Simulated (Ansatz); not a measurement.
Consider KF.

The calculation's input:

```
crystal:
  lattice:
    - [4.4561374871, 0.0, 0.0]
    - [-2.2280687436, 3.8591282666, 0.0]
    - [0.0, 0.0, 5.2461796148]
  atoms:
    - { symbol: K, position: [0.3333333333, 0.6666666667, -0.0625] }
    - { symbol: K, position: [0.6666666667, 0.3333333333, 0.4375] }
    - { symbol: F, position: [0.3333333333, 0.6666666667, 0.4375] }
    - { symbol: F, position: [0.6666666667, 0.3333333333, 0.9375] }
kpoints:
  mp_grid: { grid: [12, 12, 6] }
  band_path:
    path:
      - [0.0, 0.0, 0.0]
      - [0.5, 0.0, 0.0]
      - [0.3333333333, 0.3333333333, 0.0]
      - [0.0, 0.0, 0.5]
      - [0.5, 0.0, 0.5]
      - [0.3333333333, 0.3333333333, 0.5]
    npoints: 1
hamiltonian:
  xc: r2scan
  dispersion: rvv10
scf:
  occupations: { method: fermi_dirac, width: 0.03 }
  n_extra_bands: 5
output:
  forces: true
  stress: true
  eigenvalues: true
  write_density: true
  write_potential: true
  elf: true
  volumetric_format: npy
```

Launched as:

```sh
ansatz run input.yaml --threads 2 --pin off --max-ram 2211MiB --backend cpu --events-out ev --progress --plain --runs-dir out
```

Below, planes, directions and counts refer to the conventional cell (a = 4.46 Å, b = 4.46 Å, c = 5.25 Å, α = 90.00°, β = 90.00°, γ = 120.00°).

Space group P6₃/mmc; started from the wurtzite prototype, which need not be the ambient phase.

Level of theory: Ansatz 0.2.0, DFT, r2SCAN+rVV10, plane waves, PAW.

**Predict the valence pseudo-density and electron localisation function between the atoms.**

K–F (2.57 Å): ρ at the midpoint is about 0.15 e/Å³; the ELF is about 0 at the midpoint (a largely ionic contact).
K–F (2.62 Å): the density is about 0.13 e/Å³ at the midpoint; the ELF is about 0 at the midpoint: a closed-shell, largely ionic contact.

**Metal or insulator at this level of theory?**

It is gapped, with a Kohn–Sham gap of 5.8 eV on the k-point mesh, an upper bound to the gap of this method.

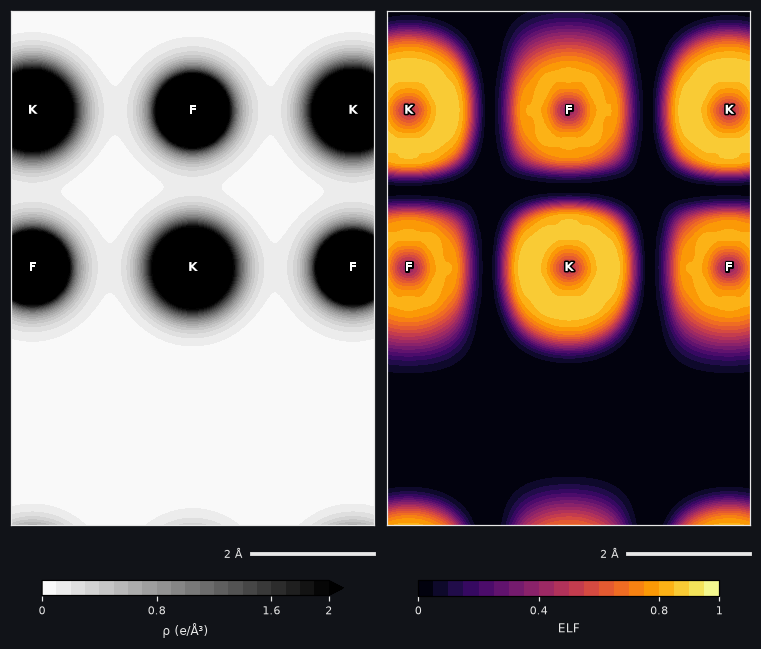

Computed valence pseudo-density and electron localisation function on the (110) plane of the conventional cell, in this order. 

Core electrons are frozen (PAW), and the valence fields are smoothed inside the atomic spheres.
